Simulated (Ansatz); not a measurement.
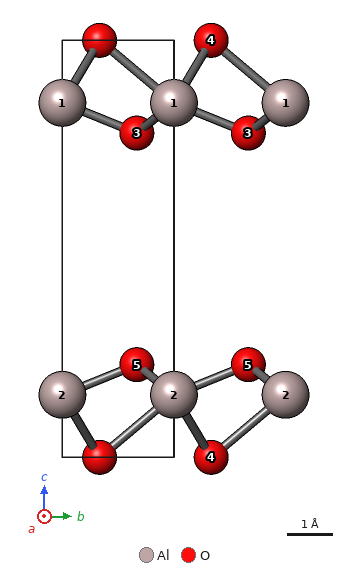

Starting structure of a crystal of Al2O3 (set up in P-6m2). Style: ball-and-stick. Shown: the cell of the calculation, repeated 1 × 2 × 1 with one cell outlined, along the a axis.

The run lets cell and atoms move.

All numbers below come from Kohn-Sham DFT of a periodic cell, r2SCAN, Ansatz PAW in Ansatz 0.2.0.

Input file:
```yaml
crystal:
  lattice:
    - [2.8843249483, 0.0, 0.0]
    - [-1.4421624742, 2.497898678, 0.0]
    - [0.0, 0.0, 9.33675446]
  atoms:
    - { symbol: Al, position: [0.0, 0.0, 0.85000767] }
    - { symbol: Al, position: [0.0, 0.0, 0.14999233] }
    - { symbol: O, position: [0.3333333333, 0.6666666667, 0.77768308] }
    - { symbol: O, position: [0.6666666667, 0.3333333333, 0.0] }
    - { symbol: O, position: [0.3333333333, 0.6666666667, 0.22231692] }
hamiltonian:
  xc: r2scan
  pseudopotentials: { kind: paw }
kpoints:
  mp_grid: { grid: [11, 11, 3] }
scf:
  occupations: { method: fermi_dirac, width: 0.05 }
output:
  forces: true
  stress: true
  eigenvalues: true
relax:
  f_tol: 0.01
  max_steps: 40
  cell: { stress_tol: 0.05 }
```

Launched with:
```bash
ansatz run input.yaml --threads 2 --pin off --max-ram 5632MiB --backend cpu --events-out ev --progress --plain --runs-dir out
```

**Where does the relaxation end?**

After 14 accepted moves (17 points after the start) the energy has fallen by 7.6 meV per atom. Largest force component: 0.39 eV/Å at the start, under 0.0001 eV/Å at the end. Pressure: −4.52 GPa at the start and 0.00 GPa at the end. The line search rejected the trial step at point 11 of the run. The SCF was repeated twice at an unchanged geometry on a basis and grid sized afresh for the cell, which shifted the energy by 1.2 meV per atom at most. The largest moves relative to the cell, 0.35 Å, are those of O3 and O5. O5 goes along +c. Largest moves by element: O 0.35 Å, Al 0.24 Å. The drawn cell changes as follows: a = b 2.884 → 2.856 Å (−1.0 %), c 9.337 → 7.662 Å (−17.9 %); the volume changes by −19.6 %. Near-neighbour distances that change, for instance: Al1–O4 2.176 → 2.154 Å, Al1–O3 1.797 → 1.779 Å. The space group stays P-6m2 (No. 187). Cost: 110 s on 2 threads of Arm Neoverse V1, with other jobs on the host, peak memory 0.53 GiB.

The end point in the same view:

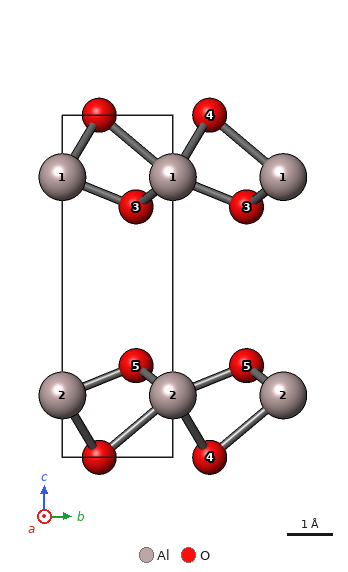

Limits of the set-up: layers or molecules are held without a dispersion correction, so their spacing is unreliable.
